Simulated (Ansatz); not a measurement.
Consider Sc3Al13N16.

Sc3Al13N16, 64 atoms, a = 10.97 Å, b = 6.32 Å, c = 10.00 Å, α = 90.00°, β = 90.04°, γ = 90.00°.

Space group Cm; a generated structure, not necessarily the stable one.

These are results of DFT LDA, scalar-relativistic, plane waves, PAW (Ansatz 0.2.0), not measurements.

### What can the converged valence pseudo-density and electron localisation function tell about the bonding?

Sc–N (2.01 Å): ρ is about 0.7 e/Å³ halfway; the ELF peaks at about 0.85 in the valence shell of N, 0.6 Å from its nucleus, and is about 0.25 at the midpoint; no shared electron pair shows on this line.
Al–N (1.88 Å): the density is about 0.69 e/Å³ at the midpoint; the ELF peaks at about 0.85 between the atoms; a shared but strongly polarised pair.
Al–N (1.92 Å): the density is about 0.64 e/Å³ at the midpoint; the ELF peaks at about 0.85 between the atoms, as expected for a shared but strongly polarised pair.
Sc–N (2.04 Å): ρ is about 0.66 e/Å³ halfway; the ELF peaks at about 0.85 in the valence shell of N, 0.6 Å from its nucleus, and is about 0.25 at the midpoint; no shared electron pair shows on this line.

### Does the calculation give a band gap?

It is gapped, with a Kohn–Sham gap of 3.9 eV on the k-point mesh, an upper bound to the gap of this method.

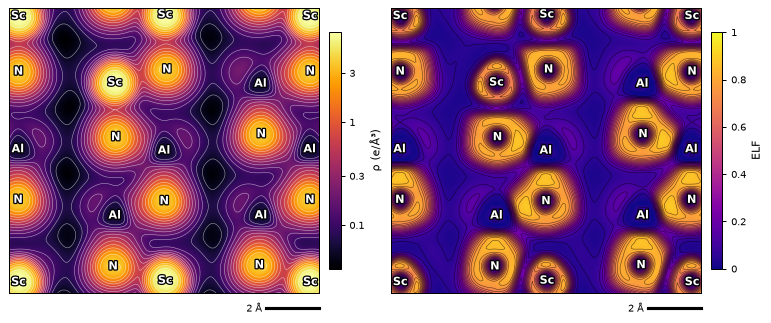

Computed valence pseudo-density and electron localisation function on the (010) plane of the conventional cell, in this order. 
